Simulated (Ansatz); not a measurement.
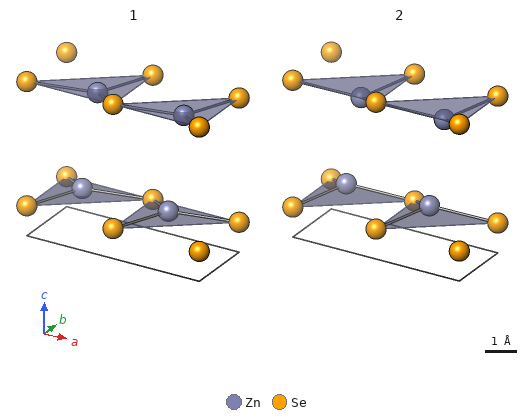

Two geometries of a free-standing layer of ZnSe (a generated structure, set up in P-3m1) (coarse preliminary run), drawn at one scale. One is the start of a relaxation, the other its converged end. A polyhedral model of the 2 × 1 repeat of the cell, outlined in the plane, without the vacuum, seen from a free direction.

These are results of Ansatz 0.2.0, DFT PBE+D3(BJ), scalar-relativistic, plane waves, PAW, not measurements. Set-up: plane-wave cutoff 420 eV; k-point mesh 6 × 6 × 1; occupations gaussian; smearing width 0.1 eV; no spin polarisation; cell and atoms relaxed; force threshold 0.04 eV/Å; at most 70 steps.

**Which geometry has the lower energy?**

Structure 2 is the relaxed one. Over 5 accepted moves (6 points after the start) the energy falls by 0.129 eV per cell of the calculation. Largest force component: 0.025 eV/Å at the start, 0.003 eV/Å at the end. The SCF was repeated once at an unchanged geometry on a basis and grid sized afresh for the cell, which shifted the energy by 1.9 meV per cell of the calculation at most. The largest moves relative to the cell and the layer's centre, 0.17 Å, are those of Zn atoms. Largest moves by element: Zn 0.17 Å, Se 0.04 Å. In the plane the drawn cell goes a 8.366 → 8.076 Å (−3.5 %), b 4.183 → 4.038 Å (−3.5 %). Near-neighbour distances that change, for instance: Se–Zn 2.422 → 2.365 Å. Among the angles between lasting bonds that change: Se–Zn–Se 119.4° → 117.2°, Zn–Se–Zn 119.4° → 117.2°. The program noted that it reset the height of the cell. Cost: 2.6 min on 1 thread of Intel(R) Xeon(R) Processor @ 2.50GHz (Skylake/Cascade Lake), on a shared host, peak memory 0.66 GiB.
